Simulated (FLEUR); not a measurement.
**Energy of Os along an even scaling of the cell**

System: Os (P6₃/mmc, 2 atoms in the cell).
Method: Kohn-Sham DFT of a periodic cell, RPBE, all-electron, no spin polarisation (FLEUR MaX-R8.1 (later development tree)).

The 5 runs differ only in the geometry, by an even scaling of the cell at fixed fractional positions. The structure derives from an entry of the Crystallography Open Database.

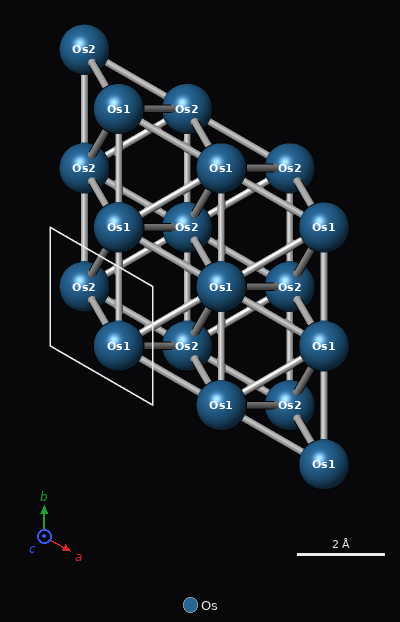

Figure 1. The structure of run 3 (ball-and-stick view of the cell of the calculation, repeated 3 × 3 × 1, along the c axis; atoms are numbered from 1 in the order of the input).

## Input of run 3
```
<?xml version="1.0" encoding="UTF-8" standalone="no"?>
<fleurInput fleurInputVersion="0.39">
   <comment>
      Os                                                                                                  
   </comment>
   <calculationSetup>
      <cutoffs Kmax="4.32" Gmax="13.4" GmaxXC="13.4" numbands="0"/>
      <scfLoop itmax="60" minDistance="0.00001" maxIterBroyd="15" imix="Anderson" alpha="0.05" precondParam="0.0" spinf="2.0" sdNocoIR="T"/>
      <coreElectrons ctail="T" frcor="F" kcrel="0" coretail_lmax="0"/>
      <xcFunctional name="Rpbe" relativisticCorrections="F"/>
      <magnetism jspins="1"/>
      <soc l_soc="F" theta="0.0" phi="0.0" spav="F"/>
      <expertModes spex="0" secvar="F"/>
      <geometryOptimization l_f="F" forcealpha="1.0" forcemix="BFGS" epsdisp="0.00001" epsforce="0.00001"/>
      <ldaU l_linMix="F" mixParam="0.05" spinf="1.0"/>
   </calculationSetup>
   <cell>
      <bzIntegration valenceElectrons="60.0" mode="hist" fermiSmearingEnergy="0.00183747">
         <kPointListSelection listName="default-1"/>
         <!-- k-points included here -->
         <xi:include xmlns:xi="http://www.w3.org/2001/XInclude" href="kpts.xml"> </xi:include>
      </bzIntegration>
      <!-- symmetry operations included here -->
      <xi:include xmlns:xi="http://www.w3.org/2001/XInclude" href="sym.xml"> </xi:include>
      <bulkLattice scale="1.0000000000">
         <bravaisMatrix>
            <row-1>    5.1667001972688604     0.0000000000000000     0.0000000000000000</row-1>
            <row-2>   -2.5833500986344302     4.4744936245974056     0.0000000000000000</row-2>
            <row-3>    0.0000000000000000     0.0000000000000000     8.1630499404346200</row-3>
         </bravaisMatrix>
      </bulkLattice>
   </cell>
   <atomSpecies>
      <species name="Osmium (Os)" element="Os" atomicNumber="76">
         <mtSphere radius="2.27" gridPoints="773" logIncrement="0.017"/>
         <atomicCutoffs lmax="9" lnonsphr="7"/>
         <electronConfig flipSpins="F">
            <coreConfig>(1s1/2) (2s1/2) (2p1/2) (2p3/2) (3s1/2) (3p1/2) (3p3/2) (4s1/2) (3d3/2) (3d5/2) (4p1/2) (4p3/2) (4d3/2) (4d5/2)</coreConfig>
            <valenceConfig>(5s1/2) (5p1/2) (5p3/2) (6s1/2) (4f5/2) (4f7/2) (5d3/2) (5d5/2)</valenceConfig>
            <stateOccupation state="(5d3/2)" spinUp="1.200000" spinDown="1.200000"/>
            <stateOccupation state="(5d5/2)" spinUp="1.800000" spinDown="1.800000"/>
         </electronConfig>
         <energyParameters s="6" p="6" d="5" f="5"/>
         <lo type="SCLO" l="0" n="5" eDeriv="0"/>
         <lo type="SCLO" l="1" n="5" eDeriv="0"/>
         <lo type="SCLO" l="1" n="5" eDeriv="1"/>
         <lo type="SCLO" l="3" n="4" eDeriv="0"/>
         <lo type="SCLO" l="3" n="4" eDeriv="1"/>
         <lo type="SCLO" l="2" n="5" eDeriv="2"/>
      </species>
   </atomSpecies>
   <atomGroups>
      <atomGroup species="Osmium (Os)">
         <relPos label="                   1">-1.000/3.000 1.000/3.000 -1.000/4.000</relPos>
         <relPos label="                   2">1.000/3.000 -1.000/3.000 1.000/4.000</relPos>
         <force calculate="T" relaxXYZ="TTT"/>
      </atomGroup>
   </atomGroups>
   <output dos="F" band="F" slice="F">
      <checks vchk="F" cdinf="F"/>
      <bandDOS minEnergy="-.5*Htr" maxEnergy="0.5*Htr" sigma="0.015" storeEVData="T"/>
      <vacuumDOS vacdos="F" integ="F" star="F" nstars="0" locx1="0.0" locy1="0.0" locx2="0.0" locy2="0.0" nstm="0" tworkf="0.0"/>
      <unfoldingBand unfoldBand="F" supercellX="1" supercellY="1" supercellZ="1"/>
      <plotting iplot="0" polar="F">
         <plot TwoD="T" vec1="  1.0  0.0  0.0" vec2="  0.0  1.0  0.0" vec3="  0.0  0.0  1.0" zero="  0.0  0.0  0.0" file="plot"/>
      </plotting>
      <chargeDensitySlicing numkpt="0" minEigenval="0.0" maxEigenval="0.0" nnne="0" pallst="F"/>
      <specialOutput eonly="F"/>
      <moessbauerParams electricFieldGradient="T" isomerShift="T" coreHyperfine="T" valenceHyperfine="T"/>
      <magneticCircularDichroism mcd="F" energyLo="-10.0" energyUp="0.0"/>
   </output>
  <!-- We include the file relax.xml here to enable relaxations (see documentation) -->
  <xi:include xmlns:xi="http://www.w3.org/2001/XInclude" href="relax.xml"> <xi:fallback/> </xi:include>
</fleurInput>
```

Command:
```bash
inpgen -f crystal.txt -profile fastHighL; fleur_MPI
```

Run 4 has the same physical settings and fractional positions; its lattice vectors (Å) are:
```
   2.770079    0.000000    0.000000
  -1.385040    2.398959    0.000000
   0.000000    0.000000    4.376545
```

## Results, with one run withheld

| run | volume per atom (Å³) | free energy per atom, from the lowest run given (meV) |
| --- | --- | --- |
| 1 | 13.143 | 152.29 |
| 2 | 13.423 | 84.70 |
| 3 | 13.982 | 5.61 |
| 4 | 14.542 | ? |
| 5 | 14.821 | 0.00 |

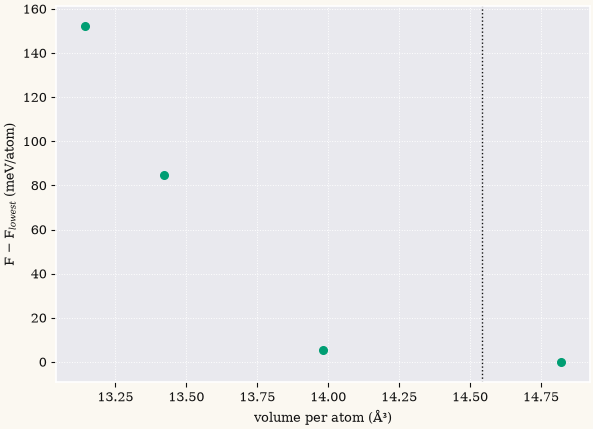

Figure 2. Free energy per atom of the runs given; the dotted line marks run 4.

Fit the runs given and predict run 4.

A quadratic polynomial in V^(−2/3) (the Birch–Murnaghan form), fitted to the 4 runs given, misses them by at most 0.16 meV per atom. With x = V^(−2/3) − 0.17366 Å⁻², it reads F = 21.752 + 13852 x + 1.4019e+06 x² (meV per atom). At run 4 it gives −11.40 meV per atom, and the run itself gives −11.05. The fit has its minimum at 14.430 Å³ per atom, where V d²F/dV² gives 394 GPa. Cell shape and fractional positions are held, so this is the stiffness under even scaling; the relaxed bulk modulus wasn't computed.

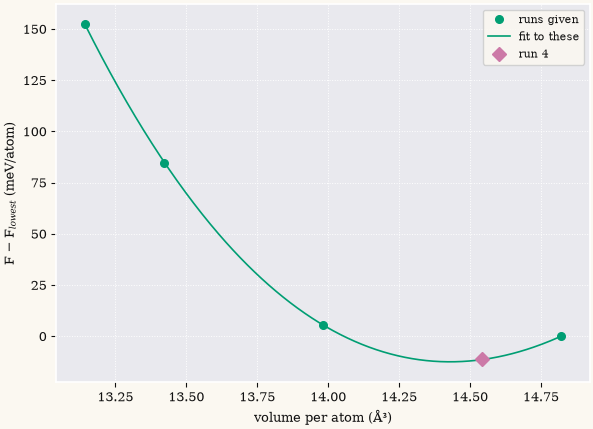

Figure 3. The fit and the withheld run.

## Output (run 4)
```
Welcome to FLEUR        (www.flapw.de)
      MaX-Release 8.1          (www.max-centre.eu)

 ========== k-point set info ==========
 Selected k-point list: default-1
 k-point list type: mesh
 11 x 11 x 6
 Number of k points: 64

 ------------Calculation Setup---------------------------
 Number of MPI-tasks      :            1
 Number of PE/node        :            1
 Number of OMP-threads    :            1
 Most efficient MPI parallelization for:
           1           2           4           8          16          32          64
 Additional eigenvalue parallelization possible
 Number of basis functions:          371
 Approximate size of matrices (H+S) per k-point:         0.002 GB
 --------------------------------------------------------

 Iteration:     1   Distance:      15.72758103 me/bohr^3

 Iteration:     2   Distance:      14.26399849 me/bohr^3

 Iteration:     3   Distance:       6.02909005 me/bohr^3

 Iteration:     4   Distance:       1.71070824 me/bohr^3

 Iteration:     5   Distance:       1.51450995 me/bohr^3

 Iteration:     6   Distance:       0.17680180 me/bohr^3

 Iteration:     7   Distance:       0.19173457 me/bohr^3

 Iteration:     8   Distance:       0.02647401 me/bohr^3

 Iteration:     9   Distance:       0.00801249 me/bohr^3

 Iteration:    10   Distance:       0.00340961 me/bohr^3

 Iteration:    11   Distance:       0.00071308 me/bohr^3

 Iteration:    12   Distance:       0.00033134 me/bohr^3

 Iteration:    13   Distance:       0.00004559 me/bohr^3

 Iteration:    14   Distance:       0.00001710 me/bohr^3

 Iteration:    15   Distance:       0.00000226 me/bohr^3

 ********************************************************************
 Run finished successfully
 Stop message:
   all done
 ********************************************************************
```

Notes: Spin–orbit coupling is left out, which matters for Os.
